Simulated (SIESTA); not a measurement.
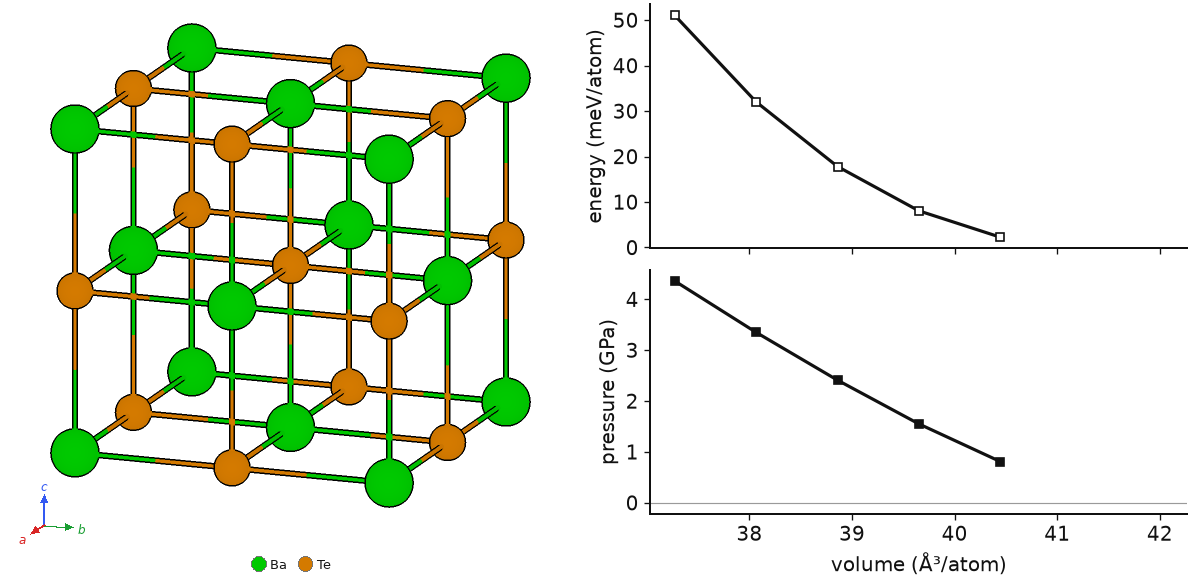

The plot gives the computed energy and pressure against volume for BaTe, space group Fm-3m (No. 225). The conventional cell is drawn beside the plot.

Starting cell:
```cif
data_structure
_symmetry_space_group_name_H-M 'P 1'
_symmetry_Int_Tables_number 1
_cell_length_a 4.8225
_cell_length_b 4.8225
_cell_length_c 4.8225
_cell_angle_alpha 60.000
_cell_angle_beta 60.000
_cell_angle_gamma 60.000
_cell_volume 79.30
loop_
_atom_site_label
_atom_site_type_symbol
_atom_site_fract_x
_atom_site_fract_y
_atom_site_fract_z
_atom_site_occupancy
Ba1 Ba 0.00000 0.00000 0.00000 1
Te1 Te 0.50000 0.50000 0.50000 1
```

Computed with SIESTA 5.4.2: DFT in numerical atomic orbitals with pseudopotentials, no spin polarisation; energies at scaled volumes of the given cell, shape and fractions fixed, counted from the fit's minimum, third-order Birch-Murnaghan fit. Level: LDA.

- k mesh: 7×7×7
- occupations: Fermi–Dirac
- smearing width: 0.05 eV
- potentials: PseudoDojo 0.4 standard, converted to PSML, two zetas on semicore shells
- program settings: basis DZP, mesh cutoff 500 Ry

The points at volume 41.24 Å³/atom and 42.03 Å³/atom are left out of the plot. What values does the calculation give there?

```json
{"volume (Å³/atom)": "41.24", "energy (meV/atom)": "0.04", "pressure (GPa)": "0.11"}
{"volume (Å³/atom)": "42.03", "energy (meV/atom)": "1.08", "pressure (GPa)": "-0.52"}
```

Limits of the calculation: mulliken charges of long orbitals.
